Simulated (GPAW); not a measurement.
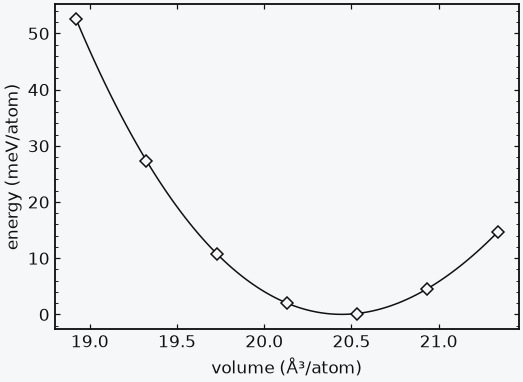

The plot gives the computed energy against volume for MoSe₂, space group P6_3/mmc (No. 194).

Structure:
```
CELL_PARAMETERS angstrom
3.28800 0.00000 0.00000
-1.64400 2.84749 0.00000
0.00000 0.00000 12.90000
ATOMIC_POSITIONS crystal
Mo 0.66667 0.33333 0.75000
Mo 0.33333 0.66667 0.25000
Se 0.66667 0.33333 0.37500
Se 0.33333 0.66667 0.87500
Se 0.66667 0.33333 0.12500
Se 0.33333 0.66667 0.62500
```

How it was computed, with GPAW 26.7.0: PAW DFT in plane waves, on a grid or in atomic orbitals, no spin polarisation; energies at scaled volumes of the given cell, shape and fractions fixed, counted from the fit's minimum, third-order Birch-Murnaghan fit. Level: LDA.

- k mesh: 6×6×2
- occupations: Fermi–Dirac
- smearing width: 0.05 eV
- potentials: HGH pseudopotentials
- wave cutoff: 1600 eV
- program settings: basis pw

From this curve and the settings, what does the calculation give for the pressure at the same points?

The pressure falls from 11.83 GPa at volume 18.92 Å³/atom to −5.04 GPa at 21.34 Å³/atom, and changes sign near 20.45 Å³/atom.

```json
{"volume (Å³/atom)": "18.92", "pressure (GPa)": "11.83"}
{"volume (Å³/atom)": "19.32", "pressure (GPa)": "8.23"}
{"volume (Å³/atom)": "19.73", "pressure (GPa)": "4.99"}
{"volume (Å³/atom)": "20.13", "pressure (GPa)": "2.08"}
{"volume (Å³/atom)": "20.53", "pressure (GPa)": "-0.55"}
{"volume (Å³/atom)": "20.93", "pressure (GPa)": "-2.92"}
{"volume (Å³/atom)": "21.34", "pressure (GPa)": "-5.04"}
```

Note: coarse k mesh; shape and atomic fractions are frozen while scaling, which makes layered, chain and framework solids too stiff.
